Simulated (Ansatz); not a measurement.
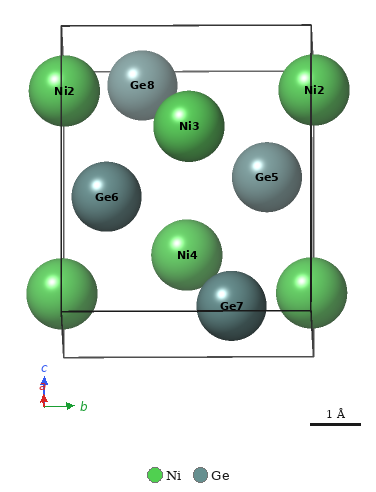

**Figure 1.** The structure (spheres-only view of the cell of the calculation, set on other vectors, seen at an oblique angle; atoms are numbered from 1 in the order of the input).

**Single-point calculation, with input and output: NiGe**

NiGe (P2₁, 8 atoms in the cell), computed with DFT PBE, scalar-relativistic, plane waves, PAW, no spin polarisation (Ansatz 0.2.0).

The structure derives from an entry of the Crystallography Open Database. It belongs to a series of runs on one base structure; here: a random strain and shift of atoms, as far as a chosen symmetry allows. Figures and captions count atoms from 1; the log counts them from 0 in places.

## Output
```
Engine: ansatz 0.2.0, aarch64-unknown-linux-gnu
Pseudopotentials: kind: paw
Pseudopotential: Ni, paw, valence charge 18, recommended cutoff 420 eV (normal), Ni.paw.azcp
Pseudopotential: Ge, paw, valence charge 14, recommended cutoff 420 eV (normal), Ge.paw.azcp
Functional definition: PBE
  parameter kappa = 0.804
  parameter beta = 0.06672455060314922
  exchange = pbe_x(kappa = kappa, mu = beta*pi^2/3)
  correlation = pbe_c(beta = beta)
Crystal: 8 atoms, lattice volume = 107.007 Å³
Basis set: ecut = 420 eV, 2103 PW (Γ), exchange–correlation on 72×48×90 points (8 copies of the dense FFT grid, shifted against one another)
Bands: 77, of which v1, the nominal top of the filled ones, is band 64 counted from 1 (63 counted from 0)
Symmetry: 2 space group operations
Space group: P21 (ITA 4), of the structure as read, at distance tolerance 4.7e-5 Å
k-points: 128 of 360 (time reversal used)
Non-local potential: Ni, projectors of the file, l = 0: 3, l = 1: 2, l = 2: 3, l = 3: 1
Non-local potential: Ge, projectors of the file, l = 0: 2, l = 1: 2, l = 2: 3, l = 3: 1
PAW form: soft (Blöchl's): semilocal exchange-correlation on the pseudo side does not see the compensation charge
PAW one-centre angular grid: Ni, 590 points (default); XC on 64 Gauss nodes
PAW one-centre angular grid: Ge, 590 points (default); XC on 64 Gauss nodes
Initial density: superposition of atomic densities (neutral atoms: chi_scale 0, normalization atom), corrected by the library's trained network
Initial wavefunctions: pseudopotential atomic-orbital guess
Functional: x = pbe(κ = 0.804, μ = 0.2195149727645171), c = pbe(β = 0.06672455060314922)
SCF iter   1: F=—  HF=-40540.186295 eV  |F-HF|=—  |Δ(HF+E_count)|=         —  Δρ=3.88e-3  dr2=5.31e-3  ethr=1.77e-3  ⟨swp⟩=5.3  Hψ=31341  notcnv=0  defer=254
preconditioner: auto → Kerker (q_TF=auto, 2.811 Å⁻¹)  [metal: Δε(μ)=0.025 eV  Ē_g=16.881 eV  σ=0.100 eV  W_gap=0.14  n_scr=42 (ndim 8)  ℏωp=35.2 eV  f_vac=0.000  D(μ)=2.62/eV (n_scr^D=16)]
SCF iter   2: F=—  HF=-40540.185859 eV  |F-HF|=—  |Δ(HF+E_count)|=   4.36e-4  Δρ=1.94e-3  dr2=1.64e-3  ethr=4.15e-6  ⟨swp⟩=2.0  Hψ=18844  notcnv=0  defer=268
SCF iter   3: F=—  HF=-40540.185869 eV  |F-HF|=—  |Δ(HF+E_count)|=   1.00e-5  Δρ=3.64e-4  dr2=1.22e-4  ethr=1.28e-6  ⟨swp⟩=2.0  Hψ=11659  notcnv=0  defer=268
SCF iter   4: F=—  HF=-40540.185861 eV  |F-HF|=—  |Δ(HF+E_count)|=   7.24e-6  Δρ=1.38e-4  dr2=1.97e-5  ethr=9.55e-8  ⟨swp⟩=2.0  Hψ=11932  notcnv=0  defer=268
SCF iter   5: F=—  HF=-40540.185794 eV  |F-HF|=—  |Δ(HF+E_count)|=   6.73e-5  Δρ=7.60e-5  dr2=6.04e-6  ethr=1.54e-8  ⟨swp⟩=2.0  Hψ=15089  notcnv=0  defer=268
SCF iter   6: F=—  HF=-40540.185793 eV  |F-HF|=—  |Δ(HF+E_count)|=   7.49e-7  Δρ=1.72e-5  dr2=3.00e-7  ethr=4.72e-9  ⟨swp⟩=2.0  Hψ=14616  notcnv=0  defer=268
SCF iter   7: F=—  HF=-40540.185793 eV  |F-HF|=—  |Δ(HF+E_count)|=   2.98e-8  Δρ=1.16e-5  dr2=1.05e-7  ethr=7.81e-11  ⟨swp⟩=8.9  Hψ=43181  notcnv=0
SCF iter   8: F=-40540.185793 eV  HF=-40540.185793 eV  |F-HF|=1.64e-8  |Δ(HF+E_count)|=   4.47e-8  Δρ=3.72e-6  dr2=1.81e-8  ethr=7.81e-11  ⟨swp⟩=4.0  Hψ=32913  notcnv=0
SCF 1 converged in 8 iterations: F = -40540.185793 eV  dr2 = 1.81e-8
  greatest PAW one-centre occupation: 1.001 electrons in one spin orbital (limit 2), on the Ni atom at site 2 (counted from 0), in its partial waves of l = 1
SCF converged after 8 iterations
Free energy (F): -40540.185793 eV
Harris-Foulkes:  -40540.185793 eV  (|F-HF|=1.64e-8)
Internal energy: -40540.172706 eV  (E = F + TS)
E sigma→0 (E₀):  -40540.179250 eV
Entropy (-TS):   -0.013087 eV (-1.636 meV/atom)
Fermi energy:    15.560736 eV
--- Per-component energies (eV) ---
  E_band       = -1566.699468
  E_kinetic    = 1592.259123
  E_local      = -23544.365281  (includes V_loc(G=0)·N_el)
  E_nonlocal   = 4227.526578
  E_hartree    = 10117.732456
  E_xc         = -647.099398
  E_vxc        = -703.641331  (∫ρ·V_xc dr)
  E_paw        = -14610.106798  (= ΣΔE_a)
  E_vpaw       = -3373.946176  (= ΣTr[D̂ρ^β])
  E_aug_tail   = 0.003283  (compensation charges beyond the density's cutoff)
  E_ewald      = -17676.122669
  E_smearing   = -0.013087  (= −TS)
  E_closure    = -0.000000  (closes the sum)
  Σ components = -40540.185793   (vs F -40540.185793, Δ=0.00e0)
--- Forces (eV/Å), atoms counted from 1 ---
  atom   1  Ni    -0.16173405     0.27204481     0.87581448
  atom   2  Ni     0.79931370    -1.07904156    -0.29042165
  atom   3  Ni     0.79931370     1.07904156     0.29042165
  atom   4  Ni    -0.16173405    -0.27204481    -0.87581448
  atom   5  Ge    -0.45831086     1.40831851    -0.37079037
  atom   6  Ge    -0.17928886     0.26333003    -1.52022277
  atom   7  Ge    -0.17928886    -0.26333003     1.52022277
  atom   8  Ge    -0.45831086    -1.40831851     0.37079037
  max |Σ_I F_I| component: 4.02e-5 eV/Å
--- Stress (GPa, compression-positive) ---
       15.506455       0.000000       0.000000
        0.000000       4.509460      -4.199951
        0.000000      -4.199951       4.008290
  P = ⅓ Tr σ = 8.0081 GPa (80.081 kbar)
--- Band table (eV; the first three rows and the last of 128) ---
  k-point 0: bands = ["-88.0710", "-88.0671", "-87.8647", "-87.8602", "-48.5743", "-48.5724", "-48.5446", "-48.5099", "-48.3699", "-48.3608", "-48.3571", "-48.3488", "-48.2893", "-48.2615", "-48.1994", "-48.1800", "-9.2364", "-9.2299", "-9.1866", "-9.1855", "-9.1531", "-9.1439", "-9.1391", "-9.1253", "-9.1203", "-9.1120", "-9.0958", "-9.0854", "-9.0783", "-9.0769", "-9.0727", "-9.0667", "-9.0639", "-9.0637", "-9.0421", "-9.0414", "2.4189", "5.0865", "7.0567", "7.6494", "9.5303", "9.6151", "11.8316", "11.9385", "12.0042", "12.2102", "12.2303", "12.4764", "12.6331", "12.6991", "12.8498", "12.9388", "13.1478", "13.1873", "13.4885", "13.5442", "13.5617", "13.7188", "13.8703", "13.9140", "13.9918", "14.4053", "14.7729", "14.9962", "16.1935", "16.5605", "18.2880", "19.5018", "19.6674", "19.8013", "20.0085", "21.6743", "21.7047", "22.5721", "22.8466", "23.5143", "24.0286"]
  k-point 1: bands = ["-88.0710", "-88.0671", "-87.8647", "-87.8602", "-48.5743", "-48.5724", "-48.5446", "-48.5099", "-48.3697", "-48.3616", "-48.3561", "-48.3491", "-48.2893", "-48.2615", "-48.1993", "-48.1800", "-9.2360", "-9.2303", "-9.1867", "-9.1854", "-9.1527", "-9.1437", "-9.1388", "-9.1248", "-9.1214", "-9.1124", "-9.0949", "-9.0854", "-9.0794", "-9.0756", "-9.0737", "-9.0667", "-9.0644", "-9.0630", "-9.0426", "-9.0411", "2.5228", "4.7193", "7.3296", "7.6820", "9.2859", "10.1605", "11.3187", "11.9314", "11.9928", "12.1568", "12.2624", "12.4944", "12.6409", "12.8198", "12.9351", "12.9651", "13.1035", "13.2583", "13.3389", "13.5528", "13.5855", "13.6841", "13.8598", "14.0009", "14.0154", "14.4692", "14.7088", "15.0974", "16.5331", "16.5846", "17.9735", "18.8504", "19.4023", "19.7223", "20.3090", "21.6572", "22.1047", "22.6292", "23.0907", "23.5353", "24.2642"]
  k-point 2: bands = ["-88.0710", "-88.0671", "-87.8647", "-87.8602", "-48.5743", "-48.5724", "-48.5446", "-48.5099", "-48.3694", "-48.3629", "-48.3545", "-48.3497", "-48.2893", "-48.2615", "-48.1993", "-48.1800", "-9.2349", "-9.2314", "-9.1868", "-9.1853", "-9.1516", "-9.1443", "-9.1368", "-9.1254", "-9.1224", "-9.1136", "-9.0928", "-9.0856", "-9.0803", "-9.0766", "-9.0734", "-9.0667", "-9.0653", "-9.0619", "-9.0431", "-9.0408", "2.8244", "4.0417", "7.6695", "7.7955", "9.2997", "10.4522", "11.0497", "11.9341", "12.0151", "12.1208", "12.2972", "12.4696", "12.7089", "12.7894", "12.9143", "12.9518", "13.1026", "13.2262", "13.3733", "13.5410", "13.5683", "13.6268", "13.8580", "14.0150", "14.1509", "14.2486", "14.8516", "15.6154", "15.9518", "17.0490", "17.5151", "18.7506", "18.9344", "19.7069", "20.8757", "21.6181", "21.9617", "22.4773", "23.0091", "23.6401", "24.3305"]
  k-point 127: bands = ["-88.0690", "-88.0690", "-87.8624", "-87.8624", "-48.5739", "-48.5739", "-48.5269", "-48.5269", "-48.3684", "-48.3684", "-48.3511", "-48.3511", "-48.2749", "-48.2749", "-48.1917", "-48.1917", "-9.2028", "-9.2028", "-9.1816", "-9.1816", "-9.1427", "-9.1427", "-9.1398", "-9.1398", "-9.1107", "-9.1107", "-9.0901", "-9.0901", "-9.0796", "-9.0796", "-9.0739", "-9.0739", "-9.0634", "-9.0634", "-9.0543", "-9.0543", "6.2146", "6.2146", "6.5569", "6.5569", "9.4053", "9.4053", "9.5399", "9.5399", "12.0687", "12.0687", "12.2389", "12.2389", "12.6443", "12.6443", "12.7791", "12.7791", "13.3249", "13.3249", "13.4795", "13.4795", "13.7265", "13.7265", "13.8909", "13.8909", "14.0027", "14.0027", "14.1771", "14.1771", "17.4315", "17.4315", "17.7839", "17.7839", "18.6741", "18.6741", "19.0692", "19.0692", "21.9499", "21.9499", "22.2217", "22.2217", "23.3972"]
```

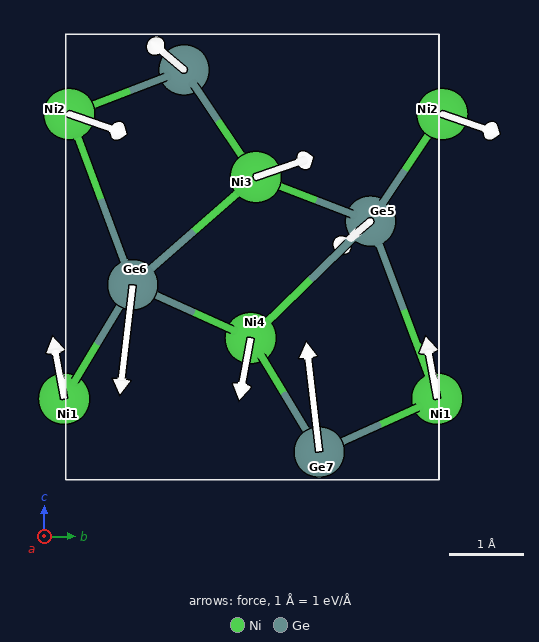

**Figure 2.** Forces on the atoms as white arrows (ball-and-stick view of the cell of the calculation, set on other vectors, along the a axis; atoms are numbered from 1 in the order of the input). The largest act on Ge6, Ge7 (1.55 eV/Å); Ge5, Ge8 (1.53 eV/Å); Ni2, Ni3 (1.37 eV/Å); Ni1, Ni4 (0.93 eV/Å). The geometry is not a stationary point of this energy.

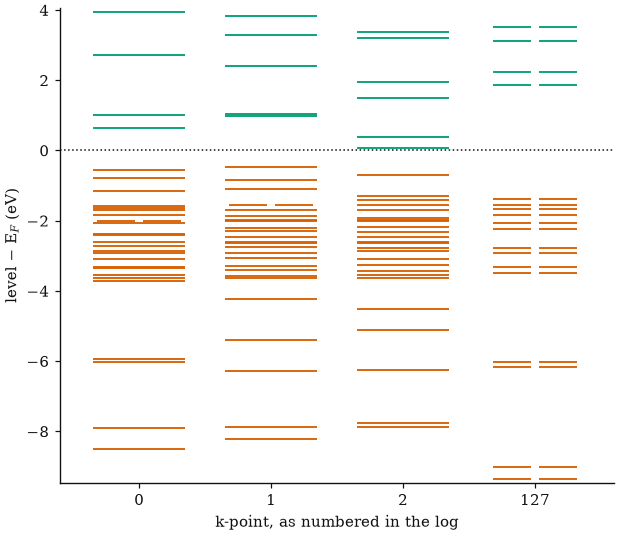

**Figure 3.** Kohn–Sham levels near the Fermi level (dotted) at the few k-points that the log prints; levels within 0.02 eV of each other stand side by side. The system is metallic on the full mesh.

The run was set up as follows.

## The input
```yaml
crystal:
  lattice:
    - [5.06045383, 0.0, 0.0]
    - [0.0, 3.49710848, 0.04356988]
    - [0.0, 0.07385781, 6.04756581]
  atoms:
    - { symbol: Ni, position: [0.9952252886, 0.7438789751, 0.1819091756] }
    - { symbol: Ni, position: [0.0090715854, 0.2984598558, 0.8206009301] }
    - { symbol: Ni, position: [0.5090715854, 0.2015401442, 0.6793990699] }
    - { symbol: Ni, position: [0.4952252886, 0.7561210249, 0.3180908244] }
    - { symbol: Ge, position: [0.8166234925, 0.6996462615, 0.5803584719] }
    - { symbol: Ge, position: [0.1790796334, 0.2238094459, 0.4376952907] }
    - { symbol: Ge, position: [0.6790796334, 0.2761905541, 0.0623047093] }
    - { symbol: Ge, position: [0.3166234925, 0.8003537385, 0.9196415281] }
basis:
  ecutwfc: 420
kpoints:
  mp_grid: { grid: [6, 10, 6] }
hamiltonian:
  xc: pbe
scf:
  occupations: { method: gaussian, width: 0.1 }
output:
  forces: true
  stress: true
  eigenvalues: true
```

Run as:
```bash
ansatz run input.yaml --threads 1 --pin off --max-ram 2560MiB --backend cpu --events-out ev --progress --plain --runs-dir out
```

## Results in brief

```tsv
quantity	value
outcome	converged
space group (tolerance 0.01 Å)	P2₁ (4)
electrons treated	128
free energy	−40540.1858 eV
Fermi energy	15.561 eV
gap on the k-point mesh	none (metallic)
pressure	8.01 GPa
largest force (length of the vector)	1.553 eV/Å
hardware	1 thread of Arm Neoverse V1, 24 GiB of memory available, shared host
wall time	2.1 min
peak memory	0.89 GiB
```

The run has no spin polarisation, so a magnetic state may lie lower.
